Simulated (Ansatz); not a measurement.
MoSe2

Input file:

```
crystal:
  lattice:
    - [3.28092756243, 0.0, 0.0]
    - [-1.64046378122, 2.84136661704, 0.0]
    - [0.0, 0.0, 12.66399766869]
  atoms:
    - { symbol: Mo, position: [0.333333333333, 0.666666666667, 0.25] }
    - { symbol: Mo, position: [0.666666666667, 0.333333333333, 0.75] }
    - { symbol: Se, position: [0.333333333333, 0.666666666667, 0.619909805164] }
    - { symbol: Se, position: [0.666666666667, 0.333333333333, 0.119909805164] }
    - { symbol: Se, position: [0.333333333333, 0.666666666667, 0.880090194836] }
    - { symbol: Se, position: [0.666666666667, 0.333333333333, 0.380090194836] }
kpoints:
  mp_grid: { grid: [6, 6, 2] }
scf:
  occupations: { method: fixed }
hamiltonian:
  xc: lda
  pseudopotentials: { kind: paw }
relax:
  f_tol: 0.002
  max_steps: 80
  cell: { fix: [a, b, gamma] }
output:
  forces: true
  stress: true
  write_density: true
  write_potential: true
  elf: true
  volumetric_format: npy
```

Run with:

```sh
ansatz run input.yaml --threads 1 --pin off --max-ram 3072MiB --backend cpu --events-out ev --progress --plain --runs-dir out
```

Below, planes, directions and counts refer to the conventional cell (a = 3.28 Å, b = 3.28 Å, c = 12.67 Å, α = 90.00°, β = 90.00°, γ = 120.00°).

The fields are those of the run's last geometry, not of the input's.

Space group P6₃/mmc; changed on purpose from its base cell (in-plane strain +0.01, out-of-plane length and atoms relaxed by PAW); computed without spin polarisation.

Computed with DFT, LDA, PAW with Ansatz's default frozen-core files, scalar-relativistic; relaxation of cell and atoms (Ansatz 0.2.0).

Question: Predict the valence pseudo-density and electron localisation function between the atoms.

Answer: Mo–Se (2.51 Å): the density is about 0.55 e/Å³ at the midpoint; the ELF is about 0.50 at the midpoint.

Question: Does the calculation give a band gap?

Answer: It is gapped, with a Kohn–Sham gap of 0.72 eV on the k-point mesh, an upper bound to the gap of this method.

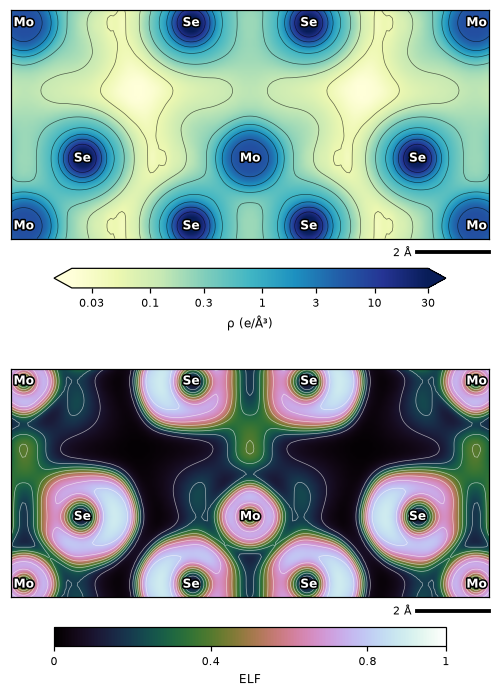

Computed valence pseudo-density and electron localisation function on the (110) plane of the conventional cell, in this order. 

The density is the valence pseudo-density of a PAW calculation; it isn't the true density close to the nuclei.
